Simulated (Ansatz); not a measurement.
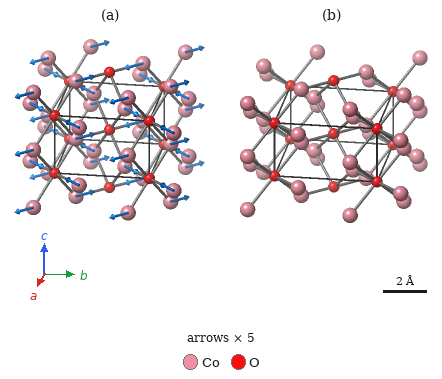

The structure of a crystal of Co2O (built on the rutile_136 type) (coarse preliminary run) before (left) and after (right) a relaxation, at one scale. The blue arrows give the displacements (the part carried along by the change of the cell is left out), magnified 5 times.

The picture is a ball-and-stick view of the cell of the calculation, seen from a free direction.

Case: anti-rutile type (P4_2/mnm, No. 136).

Theory: Ansatz, DFT PBE, scalar-relativistic, plane waves, PAW.

Input file:
```yaml
crystal:
  lattice:
    - [4.5000226382, 0.0, 0.0]
    - [0.0, 4.5000226382, 0.0]
    - [0.0, 0.0, 2.8984690872]
  atoms:
    - { symbol: Co, position: [0.306, 0.306, 0.0], spin: 1.99 }
    - { symbol: Co, position: [0.194, 0.806, 0.5], spin: 1.99 }
    - { symbol: Co, position: [0.694, 0.694, 0.0], spin: 1.99 }
    - { symbol: Co, position: [0.806, 0.194, 0.5], spin: 1.99 }
    - { symbol: O, position: [0.0, 0.0, 0.0], spin: 0.27 }
    - { symbol: O, position: [0.5, 0.5, 0.5], spin: 0.27 }
basis:
  ecutwfc: 420
kpoints:
  mp_grid: { grid: [4, 4, 6] }
hamiltonian:
  xc: pbe
scf:
  occupations: { method: gaussian, width: 0.1 }
  lower_state_search: "off"
output:
  forces: true
  stress: true
  eigenvalues: true
  populations: true
magnetization:
  spin_polarized: true
relax:
  adjacent_minimum: "off"
  f_tol: 0.04
  max_steps: 70
  cell: { stress_tol: 0.4 }
```

Run as
```bash
ansatz run input.yaml --threads 1 --pin off --max-ram 2560MiB --backend cpu --events-out ev --progress --plain --runs-dir out
```

What changed between the two?

The largest moves relative to the cell, 0.22 Å, are those of Co1, Co2, Co3 and Co4. Co1 goes along [−1 −1 0]. O stays in place. Cell: a = b 4.500 → 4.872 Å (+8.3 %), c 2.898 → 2.672 Å (−7.8 %). Volume +8.0 %. Some distances before and after: Co1–Co3 2.469 → 3.117 Å, Co1–O6 1.904 → 2.053 Å, Co1–O5 1.947 → 1.886 Å. Bond angles that change, for instance: Co1–O6–Co1 99.1° → 81.2°, Co1–O6–Co3 80.9° → 98.8°, O5–Co2–O5 99.1° → 81.2°. The space group stays P4_2/mnm (No. 136). Over 9 accepted moves (12 points after the start) the energy falls by 1.092 eV per cell of the calculation. The largest force component goes from 1.1 to 0.00045 eV/Å. The pressure goes from 21.66 to 0.03 GPa. At 3 points the geometry stayed and the basis and grid were re-selected for the new cell (energy shift of 63.1 meV per cell of the calculation at most each time).
